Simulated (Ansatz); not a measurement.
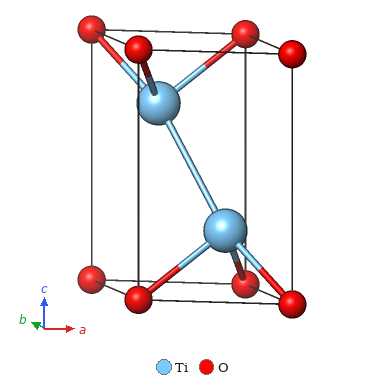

System: Ti₂O, space group P-3m1 (No. 164). The picture shows the cell.

Starting cell:
```
CELL_PARAMETERS angstrom
2.95332 0.00000 0.00000
-1.47666 2.55765 0.00000
0.00000 0.00000 4.72922
ATOMIC_POSITIONS crystal
Ti 0.66667 0.33333 0.26209
Ti 0.33333 0.66667 0.73791
O 0.00000 0.00000 0.00000
```

Calculation (Ansatz 0.2.0): harmonic phonon frequencies at the irreducible points of a q mesh with atoms at rest in the given cell, q in fractions of the reciprocal cell vectors, no long-range term at q = 0, imaginary frequencies are negative, the first points where there are many; plane waves with PAW datasets. Level: PBEsol, no spin polarisation.

wave cutoff 420 eV; k mesh 18×18×10; occupations Fermi–Dirac; smearing width 0.15 eV; pressure 0 GPa; phonon method linear response; q mesh 3×3×2.

Predict the phonon frequencies at several wave vectors (in fractions of the reciprocal vectors of the given cell).

No frequency is imaginary, so the structure is stable to these displacements at the wave vectors computed. The highest mode among the wave vectors computed lies at 520.3 cm⁻¹, at (0 0 −0.5).

```tsv
at	frequency (cm⁻¹)
(0 0 0)	0.0
(0 0 0)	0.0
(0 0 0)	0.0
(0 0 0)	159.4
(0 0 0)	159.4
(0 0 0)	298.2
(0 0 0)	443.8
(0 0 0)	443.8
(0 0 0)	503.6
(0 0 -0.5)	114.3
(0 0 -0.5)	114.3
(0 0 -0.5)	163.2
(0 0 -0.5)	163.2
(0 0 -0.5)	244.2
(0 0 -0.5)	263.0
(0 0 -0.5)	433.6
(0 0 -0.5)	433.6
(0 0 -0.5)	520.3
(0 0.33 0)	182.1
(0 0.33 0)	184.1
(0 0.33 0)	226.4
(0 0.33 0)	252.8
(0 0.33 0)	273.4
(0 0.33 0)	304.2
(0 0.33 0)	436.7
(0 0.33 0)	444.8
(0 0.33 0)	474.2
(0 0.33 -0.5)	187.9
(0 0.33 -0.5)	196.0
(0 0.33 -0.5)	219.7
(0 0.33 -0.5)	241.9
(0 0.33 -0.5)	278.6
(0 0.33 -0.5)	304.2
(0 0.33 -0.5)	442.1
(0 0.33 -0.5)	446.6
(0 0.33 -0.5)	469.1
(0.33 0.33 0)	215.6
(0.33 0.33 0)	215.6
(0.33 0.33 0)	268.0
(0.33 0.33 0)	268.0
(0.33 0.33 0)	287.5
(0.33 0.33 0)	346.2
(0.33 0.33 0)	435.5
(0.33 0.33 0)	470.4
(0.33 0.33 0)	470.4
(0.33 0.33 -0.5)	228.7
(0.33 0.33 -0.5)	228.7
(0.33 0.33 -0.5)	259.8
(0.33 0.33 -0.5)	259.8
(0.33 0.33 -0.5)	302.8
(0.33 0.33 -0.5)	331.2
(0.33 0.33 -0.5)	432.8
(0.33 0.33 -0.5)	472.7
(0.33 0.33 -0.5)	472.7
```

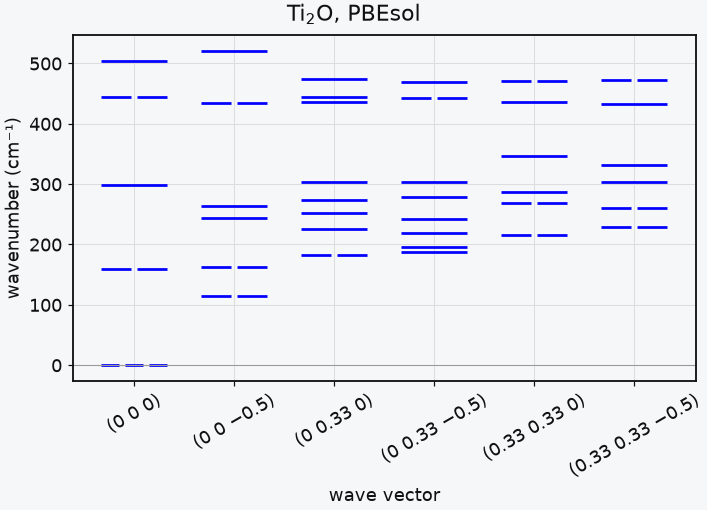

Imaginary frequencies are drawn as negative.

Keep in mind: levels loosely converged; metal sensitive to the k mesh; no spin polarisation, a magnetic state may lie lower; phonon interpolation lacks quadrupole term.
